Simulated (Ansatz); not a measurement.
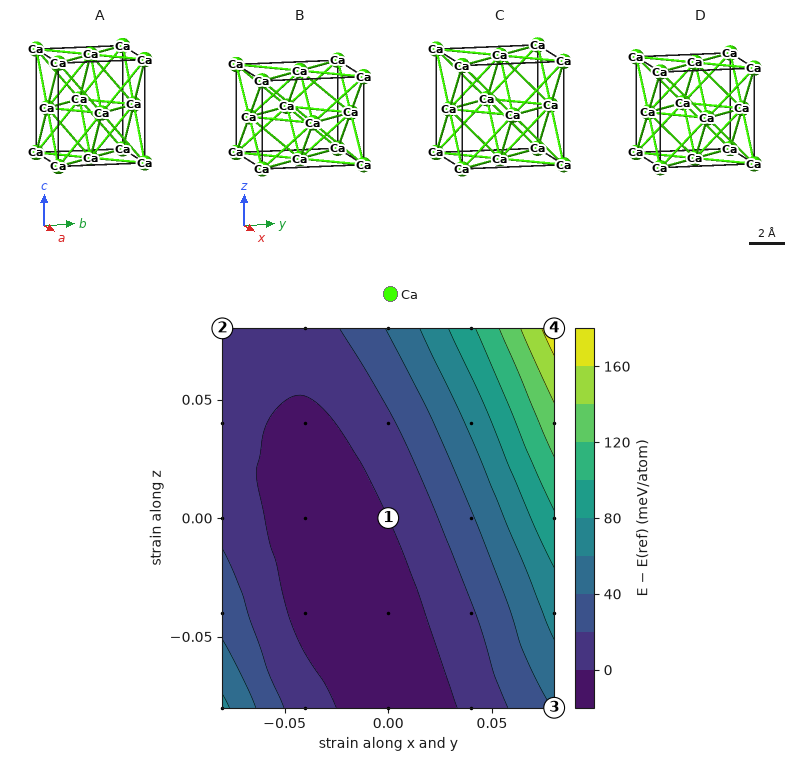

Energy scan for crystalline Ca (Fm-3m), in which the cell is strained equally along x and y and separately along z, with the atoms kept at their fractional coordinates. x, y and z are the Cartesian axes of the input. The map is interpolated between the computed points (dots). The frames are shuffled; each belongs to one numbered point. The picture is a ball-and-stick view of the conventional cell (4 times the calculation's cell), seen slightly off an axis. Lengths and directions refer to the drawn axes.

These are results of DFT PBEsol, scalar-relativistic, plane waves, PAW in Ansatz 0.2.0, not measurements. (plane-wave cutoff 420 eV; k-point mesh 14 × 14 × 14; occupations gaussian; smearing width 0.15 eV; no spin polarisation). Energies (free energies at the smearing named) are counted from the cell as listed in its source, which wasn't relaxed.

Question: Which frame belongs to which numbered point?

Answer: Point 1 is frame D, at (0.000, 0.000) and 0.0 meV/atom; 2 is frame A, at (−0.080, 0.080) and 16.2 meV/atom; 3 is frame B, at (0.080, −0.080) and 41.1 meV/atom; 4 is frame C, at (0.080, 0.080) and 171.6 meV/atom. In pairs of (strain along x and y; strain along z): the lowest computed point lies at (−0.040, 0.000) (−10.2 meV/atom), the highest at (0.080, 0.080) (171.6 meV/atom). The valley is tilted: raising the in-plane strain is made harder by raising the strain along z (cross term 0.63 of the geometric mean of the two curvatures). Over the ranges scanned the energy rises more along the first axis, the in-plane strain. The pressure runs from −3.3 GPa at (0.080, 0.080) to 4.2 GPa at (−0.080, −0.080).
